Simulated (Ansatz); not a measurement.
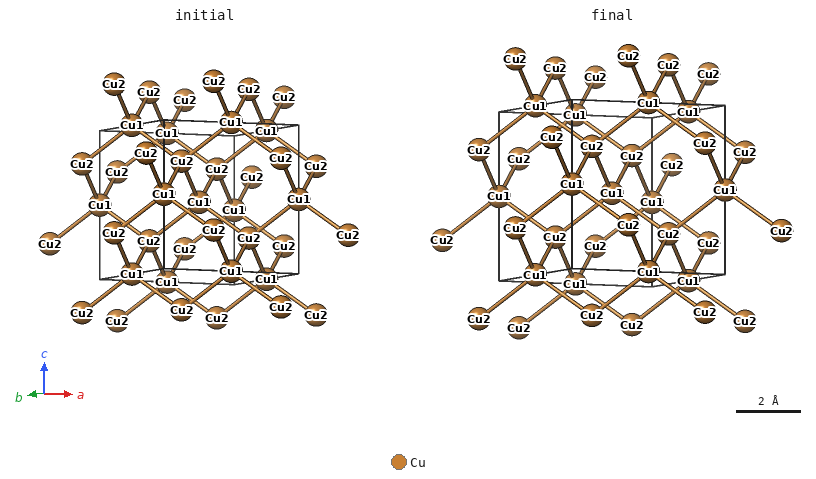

The structure of a crystal of Cu (built on the diamond_227 type) (coarse preliminary run) before (left) and after (right) a relaxation, at one scale.

The picture is a ball-and-stick view of the conventional cell (4 times the calculation's cell), seen from a free direction. Lengths and directions refer to the drawn axes.

Case: diamond type (Fd-3m, No. 227).

These are results of DFT PBE, scalar-relativistic, plane waves, PAW (Ansatz), not measurements.

Input
```yaml
crystal:
  lattice:
    - [0.0, 2.3559392742, 2.3559392742]
    - [2.3559392742, 0.0, 2.3559392742]
    - [2.3559392742, 2.3559392742, 0.0]
  atoms:
    - { symbol: Cu, position: [0.5, 0.5, 0.5] }
    - { symbol: Cu, position: [0.75, 0.75, 0.75] }
basis:
  ecutwfc: 420
kpoints:
  mp_grid: { grid: [6, 6, 6] }
hamiltonian:
  xc: pbe
scf:
  occupations: { method: gaussian, width: 0.1 }
  lower_state_search: "off"
output:
  forces: true
  stress: true
  eigenvalues: true
relax:
  adjacent_minimum: "off"
  f_tol: 0.04
  max_steps: 70
  cell: { stress_tol: 0.4 }
```

Q: Summarise the run.

A: No atom moves by more than 0.005 Å relative to the cell. Cell: a = b = c 4.712 → 5.356 Å (+13.7 %). Volume +46.8 %. Some distances before and after: Cu1–Cu2 2.040 → 2.319 Å. The space group stays Fd-3m (No. 227). After 6 accepted moves (8 points after the start) the energy has fallen by 697 meV per atom. All forces vanish by symmetry, so only the cell relaxes. Pressure: 52.96 GPa at the start and 0.13 GPa at the end. The SCF was repeated twice at an unchanged geometry on a basis and grid sized afresh for the cell, which shifted the energy by 31.2 meV per atom at most.
